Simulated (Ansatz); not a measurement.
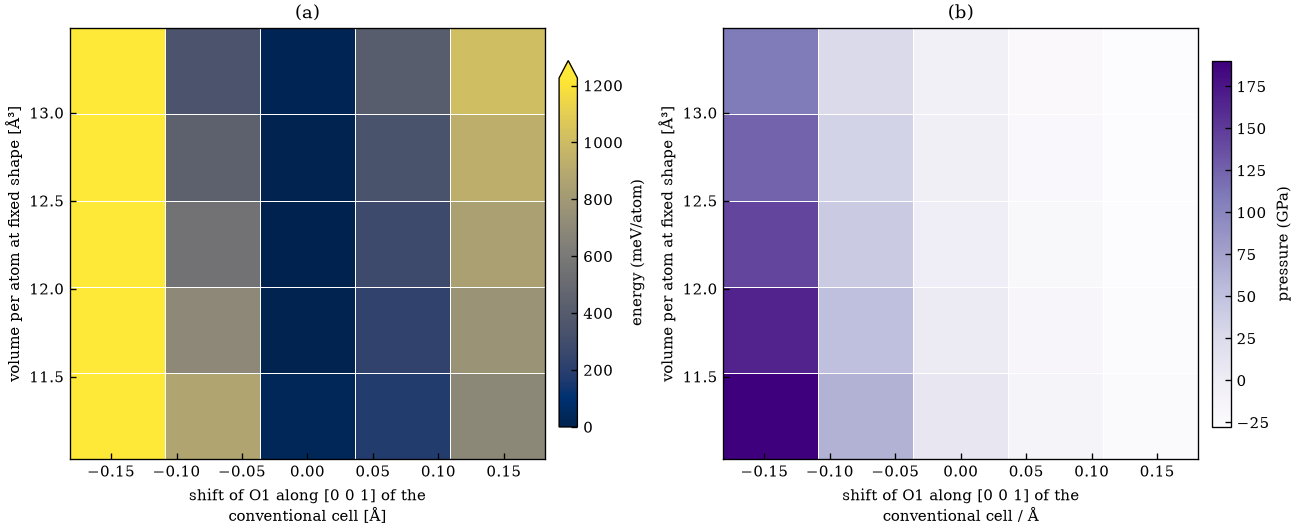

O (Fmmm, No. 69; 2 atoms in the cell). The energy is mapped over a free internal coordinate and the cell. First axis: shift of O1 along [0 0 1] of the conventional cell, Cartesian (0 0 1), its symmetry partners moved as symmetry demands (measured in the relaxed cell). Second axis: volume per atom at fixed shape. Nothing is relaxed (all other coordinates fixed). The scan uses a 5 × 5 grid. Points are written as (first, second). All energies are given in meV/atom relative to the lowest grid point. The runs have no spin polarisation; a magnetic state may lie lower. These are results of DFT PBEsol, scalar-relativistic, plane waves, PAW (Ansatz 0.2.0), not measurements. Settings: cutoff 520 eV, k-mesh 20×20×20, gaussian smearing 0.15 eV, no spin polarisation.

Panel (a) is the energy and panel (b) the computed pressure on the same grid.

Drawn: one coloured cell a grid point, one colour for all values above the top of the scale.

### How does the pressure vary over the map, and what is it at the lowest grid point?

It runs from −28 GPa at (0.145 Å, 13.24 Å³) to 190 GPa at (−0.145 Å, 11.28 Å³). At the lowest grid point, (0.000 Å, 12.26 Å³), it is 0 GPa. The pressure is minus the slope of the energy with volume, so it vanishes at the true minimum, which need not be a grid point.
